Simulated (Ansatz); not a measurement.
Consider Si7O16 (cell charge +2, with a compensating background) (cell with a defect).

Input file:

```
crystal:
  lattice:
    - [7.141796, 0.0, 0.0]
    - [0.0, 7.141796, 0.0]
    - [0.0, 0.0, 8.820871]
  atoms:
    - { symbol: Si, position: [0.7801519, 0.498592, 0.181353] }
    - { symbol: Si, position: [0.500042, 0.7816422, 0.683981] }
    - { symbol: Si, position: [0.4999506, 0.2183423, 0.680927] }
    - { symbol: Si, position: [0.7823118, 0.5029796, 0.8175241] }
    - { symbol: Si, position: [0.2197782, 0.4956699, 0.8136404] }
    - { symbol: Si, position: [0.222598, 0.5011781, 0.1771195] }
    - { symbol: Si, position: [0.4938601, 0.7848324, 0.3170384] }
    - { symbol: O, position: [0.6803804, 0.3088463, 0.2525968] }
    - { symbol: O, position: [0.6929432, 0.6874131, 0.753524] }
    - { symbol: O, position: [0.3098287, 0.3191435, 0.7497139] }
    - { symbol: O, position: [0.309425, 0.6909606, 0.2501988] }
    - { symbol: O, position: [0.3110573, 0.6805143, 0.7532049] }
    - { symbol: O, position: [0.3118717, 0.3083632, 0.2522386] }
    - { symbol: O, position: [0.6901372, 0.6882217, 0.2599638] }
    - { symbol: O, position: [0.6863241, 0.311719, 0.7577514] }
    - { symbol: O, position: [0.7622341, 0.5029444, -0.0002426] }
    - { symbol: O, position: [0.5072025, 0.7475932, 0.4982551] }
    - { symbol: O, position: [0.4931242, 0.238718, 0.5018265] }
    - { symbol: O, position: [0.2437395, 0.4952874, 0.0009448] }
    - { symbol: O, position: [-0.0018552, 0.498053, 0.2265286] }
    - { symbol: O, position: [0.5011362, -0.0025555, 0.7269313] }
    - { symbol: O, position: [-0.00264, 0.5027203, 0.7716032] }
    - { symbol: O, position: [0.4986955, -0.0038605, 0.2750181] }
total_charge: 2
basis:
  ecutwfc: 420.0
kpoints:
  mp_grid: { grid: [2, 2, 1] }
hamiltonian:
  xc: pbe
  pseudopotentials: { kind: paw, azcp: { folder: soft_1 } }
scf:
  occupations: { method: gaussian, width: 0.05 }
  lower_state_search: "off"
relax:
  f_tol: 0.03
  max_steps: 60
  adjacent_minimum: "off"
output:
  write_density: true
  write_potential: true
  elf: true
  volumetric_format: npy
```

Launched as:

```sh
ansatz run input.yaml --threads 1 --pin off --max-ram 3072MiB --backend cpu --events-out ev --progress --plain --runs-dir out
```

The fields are those of the run's last geometry, not of the input's.

PAW files of the earlier set (soft_1).

Method: Ansatz 0.2.0, DFT PBE, scalar-relativistic, plane waves, PAW.

Q: What can the converged valence pseudo-density and electron localisation function tell about the bonding?

A: Si–O (1.62 Å): ρ at the midpoint is about 1.2 e/Å³; the ELF peaks at about 0.85 between the atoms (a polar covalent bond).
Si–O (1.67 Å): ρ at the midpoint is about 1.1 e/Å³; the ELF peaks at about 0.85 between the atoms (a polar covalent bond).

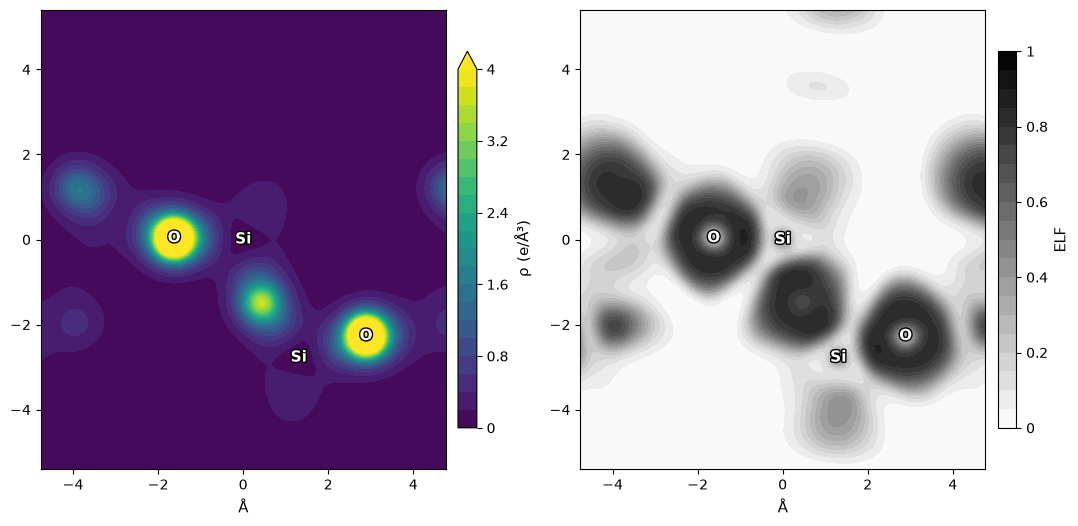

Computed valence pseudo-density and electron localisation function on the (11̄0) plane of the calculation cell, in this order. Atoms just off the plane (Si, 0.6 Å away and O, 0.4 Å away) can leave unmarked features too.
